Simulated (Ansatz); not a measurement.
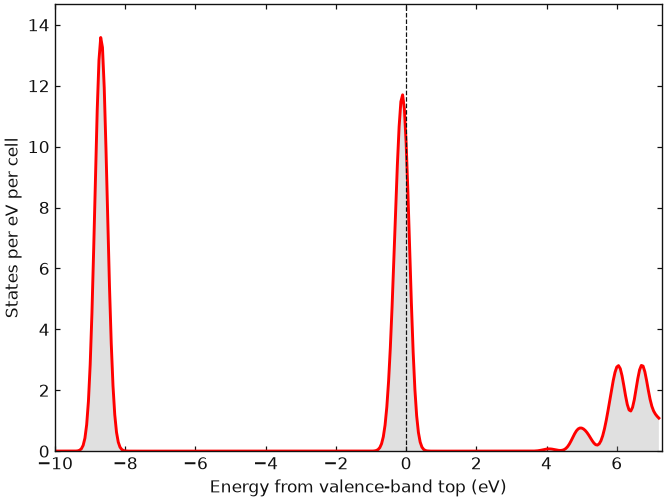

Density of states. Energies are counted from the top of the valence band. The curve is built from the levels of the k mesh with Gaussians 0.4 eV wide, which also blur the band edges.

Structure: RbBr, space group F-43m, 2 atoms in the cell, zincblende type.

Computed with Ansatz 0.2.0: DFT, PBE, plane waves, PAW, no spin polarisation, 4×4×4 k mesh, 420 eV cutoff.

Q: Is there a gap at the Fermi level, and how wide?

A: There is a gap; over the k points computed it is 4.07 eV (indirect; the smallest direct gap is 4.16 eV).
